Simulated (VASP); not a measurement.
# Run report: WSe$_{2}$, band-structure run (part 2 of 2)

WSe$_{2}$ (slab, 6 atoms in the cell); Kohn-Sham DFT of a periodic cell, LDA, VASP PAW LDA potentials, recommended, no spin polarisation (VASP 6.6.1); cutoff 520 eV, 12×12×1 k-mesh, Gaussian smearing of 0.03 eV. The structure derives from an entry of the Crystallography Open Database.

Geometry of the input (Å; fractional positions):
```
3.2844  0.0000  0.0000
-1.6422  2.8443  0.0000
0.0000  0.0000  27.8313
Se 0.3333  0.6667  0.3243
Se 0.3333  0.6667  0.4455
Se 0.6667  0.3333  0.5545
Se 0.6667  0.3333  0.6757
W  0.6667  0.3333  0.3849
W  0.3333  0.6667  0.6151
```

Parts of OUTCAR, continued
```
 Free energy of the ion-electron system (eV)
  ---------------------------------------------------
  ext. energy  EPLUGINS =         0.00000000
  ---------------------------------------------------
  free energy    TOTEN  =       -48.32821009 eV

  energy without entropy =      -48.32821009  energy(sigma->0) =      -48.32821009

 E-fermi :   0.3450     XC(G=0):  -5.5130     alpha+bet : -5.6218

 val. band max:        0.0806896406   @ k =   0.0000   0.0000   0.0000
 cond. band min:       1.3079157947   @ k =   0.1667   0.1667   0.0000
 fundamental gap:      1.2272261541
 Fermi energy:         0.3449814286

 k-point     1 :       0.0000    0.0000    0.0000
  band No.  band energies     occupation
      1     -73.6501      2.00000
      2     -73.6501      2.00000
      3     -38.1592      2.00000
      4     -38.1591      2.00000
      5     -38.0112      2.00000
      6     -38.0112      2.00000
      7     -38.0112      2.00000
      8     -38.0112      2.00000
      9     -14.9590      2.00000
     10     -14.7938      2.00000
     11     -13.7604      2.00000
     12     -13.5094      2.00000
     13      -6.6545      2.00000
     14      -6.0053      2.00000
     15      -2.9430      2.00000
     16      -2.3657      2.00000
     17      -2.3657      2.00000
     18      -2.3547      2.00000
     19      -2.3547      2.00000
     20      -1.6769      2.00000
     21      -1.2522      2.00000
     22      -1.2522      2.00000
     23      -1.2179      2.00000
     24      -1.2179      2.00000
     25      -0.6763      2.00000
     26       0.0807      2.00000
     27       2.8655      0.00000
     28       2.8655      0.00000
     29       2.9154      0.00000
     30       2.9154      0.00000
     31       3.0165      0.00000
     32       3.0165      0.00000
     33       3.1271      0.00000
     34       3.1271      0.00000
     35       4.3988      0.00000

 k-point     2 :       0.0833   -0.0000    0.0000
  band No.  band energies     occupation
      1     -73.6494      2.00000
      2     -73.6493      2.00000
      3     -38.1561      2.00000
      4     -38.1560      2.00000
      5     -38.0276      2.00000
      6     -38.0276      2.00000
      7     -38.0151      2.00000
      8     -38.0151      2.00000
      9     -14.8538      2.00000
     10     -14.6889      2.00000
     11     -13.7032      2.00000
     12     -13.4588      2.00000
     13      -6.5198      2.00000
     14      -5.8705      2.00000
     15      -3.0714      2.00000
     16      -2.6858      2.00000
     17      -2.6670      2.00000
     18      -2.2647      2.00000
     19      -2.2491      2.00000
     20      -2.0627      2.00000
     21      -1.4329      2.00000
     22      -1.3946      2.00000
     23      -1.2673      2.00000
     24      -1.1018      2.00000
     25      -0.6695      2.00000
     26      -0.0457      2.00000
     27       2.6043      0.00000
     28       2.6436      0.00000
     29       2.6610      0.00000
     30       2.7334      0.00000
     31       2.8315      0.00000
     32       2.9849      0.00000
     33       3.0691      0.00000
     34       3.1222      0.00000
     35       4.7784      0.00000

 k-point     3 :       0.1667   -0.0000    0.0000
  band No.  band energies     occupation
      1     -73.6474      2.00000
      2     -73.6474      2.00000
      3     -38.1476      2.00000
      4     -38.1476      2.00000
      5     -38.0720      2.00000
      6     -38.0720      2.00000
      7     -38.0255      2.00000
      8     -38.0255      2.00000
      9     -14.5515      2.00000
     10     -14.3887      2.00000
     11     -13.5389      2.00000
     12     -13.3143      2.00000
     13      -6.1449      2.00000
     14      -5.5005      2.00000
     15      -3.4692      2.00000
     16      -3.4275      2.00000
     17      -3.3952      2.00000
     18      -2.7349      2.00000
     19      -1.9906      2.00000
     20      -1.9573      2.00000
     21      -1.8498      2.00000
     22      -1.8076      2.00000
     23      -1.5106      2.00000
     24      -1.1805      2.00000
     25      -0.7558      2.00000
     26      -0.4812      2.00000
     27       1.9066      0.00000
     28       2.1937      0.00000
     29       2.4102      0.00000
     30       2.5239      0.00000
     31       2.6918      0.00000
     32       2.7084      0.00000
     33       3.4256      0.00000
     34       3.5419      0.00000
     35       5.2551      0.00000

 k-point     4 :       0.2500   -0.0000    0.0000
  band No.  band energies     occupation
      1     -73.6446      2.00000
      2     -73.6446      2.00000
      3     -38.1360      2.00000
      4     -38.1360      2.00000
      5     -38.1321      2.00000
      6     -38.1321      2.00000
      7     -38.0398      2.00000
      8     -38.0398      2.00000
      9     -14.0943      2.00000
     10     -13.9382      2.00000
     11     -13.2923      2.00000
     12     -13.1011      2.00000
     13      -5.6603      2.00000
     14      -5.0849      2.00000
     15      -4.3747      2.00000
     16      -4.2363      2.00000
     17      -3.9111      2.00000
     18      -3.5255      2.00000
     19      -2.3251      2.00000
     20      -2.2695      2.00000
     21      -1.9213      2.00000
     22      -1.6063      2.00000
     23      -1.5531      2.00000
     24      -1.5290      2.00000
     25      -1.0823      2.00000
     26      -1.0033      2.00000
     27       1.6375      0.00000
     28       2.0768      0.00000
     29       2.2494      0.00000
     30       2.4044      0.00000
     31       2.5740      0.00000
     32       3.0716      0.00000
     33       3.7747      0.00000
     34       3.9664      0.00000
     35       5.7789      0.00000

 k-point     5 :       0.3333   -0.0000    0.0000
  band No.  band energies     occupation
      1     -73.6419      2.00000
      2     -73.6419      2.00000
      3     -38.1915      2.00000
      4     -38.1915      2.00000
      5     -38.1244      2.00000
      6     -38.1244      2.00000
      7     -38.0539      2.00000
      8     -38.0539      2.00000
      9     -13.5628      2.00000
     10     -13.4236      2.00000
     11     -13.0113      2.00000
     12     -12.8670      2.00000
     13      -5.6711      2.00000
     14      -5.4384      2.00000
     15      -4.8902      2.00000
     16      -4.4940      2.00000
     17      -4.4128      2.00000
     18      -4.1225      2.00000
     19      -2.7164      2.00000
     20      -2.6562      2.00000
     21      -2.2342      2.00000
     22      -1.8869      2.00000
     23      -1.3900      2.00000
     24      -1.2611      2.00000
     25      -1.2406      2.00000
     26      -1.1654      2.00000
     27       1.8562      0.00000
     28       2.1689      0.00000
     29       2.2446      0.00000
     30       2.2778      0.00000
     31       2.9433      0.00000
     32       3.5440      0.00000
     33       4.0004      0.00000
     34       4.2637      0.00000
     35       5.6634      0.00000

 [... the levels of 13 k-points are left out ...]

 k-point    19 :       0.3333    0.3333    0.0000
  band No.  band energies     occupation
      1     -73.6379      2.00000
      2     -73.6379      2.00000
      3     -38.1902      2.00000
      4     -38.1902      2.00000
      5     -38.1662      2.00000
      6     -38.1662      2.00000
      7     -38.1070      2.00000
      8     -38.1070      2.00000
      9     -12.5524      2.00000
     10     -12.5524      2.00000
     11     -12.4707      2.00000
     12     -12.4707      2.00000
     13      -5.5484      2.00000
     14      -5.4191      2.00000
     15      -5.3689      2.00000
     16      -5.3689      2.00000
     17      -4.5238      2.00000
     18      -4.3510      2.00000
     19      -3.8940      2.00000
     20      -3.8940      2.00000
     21      -3.3367      2.00000
     22      -3.3367      2.00000
     23      -2.3989      2.00000
     24      -2.3989      2.00000
     25      -0.1755      2.00000
     26      -0.0240      2.00000
     27       1.5862      0.00000
     28       1.5862      0.00000
     29       2.2713      0.00000
     30       2.9604      0.00000
     31       3.3586      0.00000
     32       3.3586      0.00000
     33       4.7400      0.00000
     34       4.7400      0.00000
     35       5.9332      0.00000

------------------------ aborting loop because EDIFF is reached ----------------------------------------

  FORCE on cell =-STRESS in cart. coord.  units (eV):
  Direction    XX          YY          ZZ          XY          YZ          ZX
  --------------------------------------------------------------------------------------
  -------------------------------------------------------------------------------------
  Total       -2.9162533     -2.9162533     -3.3716991      0.0000000      0.0000000      0.0000000
  in kB      -17.9709859    -17.9709859    -20.7776048      0.0000000      0.0000000      0.0000000
  external PRESSURE =     -18.9065255 kB  Pullay stress =       0.0000000 kB

 VOLUME and BASIS-vectors are now :
 -----------------------------------------------------------------------------
  energy-cutoff  :      520.00
  volume of cell :      259.99
      direct lattice vectors                 reciprocal lattice vectors
     3.284355867  0.000000000  0.000000000     0.304473705  0.175787976  0.000000000
    -1.642177933  2.844335617  0.000000000     0.000000000  0.351575951  0.000000000
     0.000000000  0.000000000 27.831260000     0.000000000  0.000000000  0.035930820

 POSITION                                       TOTAL-FORCE (eV/Angst)
 -----------------------------------------------------------------------------------
     -0.00000      1.89622      9.02534         0.000000     -0.000000      0.533082
     -0.00000      1.89622     12.39811        -0.000000      0.000000     -0.467489
      1.64218      0.94811     15.43315         0.000000     -0.000000      0.467489
      1.64218      0.94811     18.80592        -0.000000      0.000000     -0.533082
      1.64218      0.94811     10.71203        -0.000000      0.000000     -0.069606
     -0.00000      1.89622     17.11923         0.000000      0.000000      0.069606
 -----------------------------------------------------------------------------------
    total drift:                               -0.000000      0.000000      0.000000

  FREE ENERGIE OF THE ION-ELECTRON SYSTEM (eV)
  ---------------------------------------------------
  free  energy   TOTEN  =       -48.3282100904 eV

  energy  without entropy=      -48.3282100904  energy(sigma->0) =      -48.32821009

 vacuum level on the upper side and lower side of the slab         5.283         5.283
```

CONTCAR
```
WSe2
   1.00000000000000
     3.2843558667999999    0.0000000000000000    0.0000000000000000
    -1.6421779335000000    2.8443356173000001    0.0000000000000000
     0.0000000000000000    0.0000000000000000   27.8312600000000003
  Se              W
     4     2
Direct
     0.3333333300000021    0.6666666699999979    0.3242880108040040
     0.3333333300000021    0.6666666699999979    0.4454742842781911
     0.6666666699999979    0.3333333300000021    0.5545257157218089
     0.6666666699999979    0.3333333300000021    0.6757119891959960
     0.6666666699999979    0.3333333300000021    0.3848919392514674
     0.3333333300000021    0.6666666699999979    0.6151080607485326

  0.00000000E+00  0.00000000E+00  0.00000000E+00
  0.00000000E+00  0.00000000E+00  0.00000000E+00
  0.00000000E+00  0.00000000E+00  0.00000000E+00
  0.00000000E+00  0.00000000E+00  0.00000000E+00
  0.00000000E+00  0.00000000E+00  0.00000000E+00
  0.00000000E+00  0.00000000E+00  0.00000000E+00
```

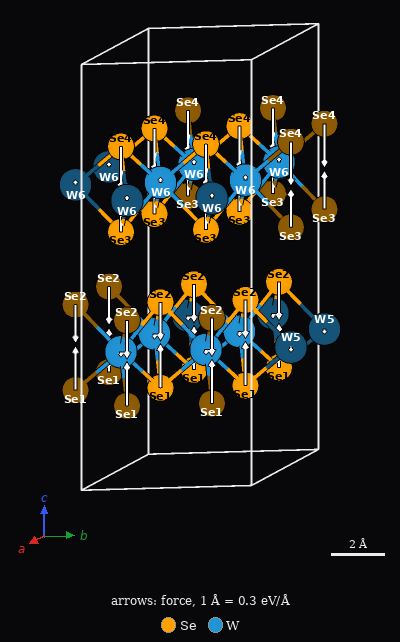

*Forces on the atoms as white arrows (ball-and-stick view of the 2 × 2 repeat of the cell, with the vacuum cut short, seen slightly off an axis; neighbours outside the cell are drawn fainter; atoms are numbered from 1 in the order of the input).*

The largest act on Se1, Se4 (0.53 eV/Å); Se2, Se3 (0.47 eV/Å). The geometry is not a stationary point of this energy.

Key numbers

- outcome: converged
- electrons treated: 52
- free energy: −48.3282 eV
- Fermi energy of the self-consistent step: 0.345 eV
- gap on the k-point mesh: 1.23 eV
- gap on the band path: 1.21 eV
- largest force (length of the vector): 0.533 eV/Å
- wall time: 3.2 min (CPU time 13 min)
- peak memory: 0.42 GiB

Notes

Spin–orbit coupling is left out, which matters for W.
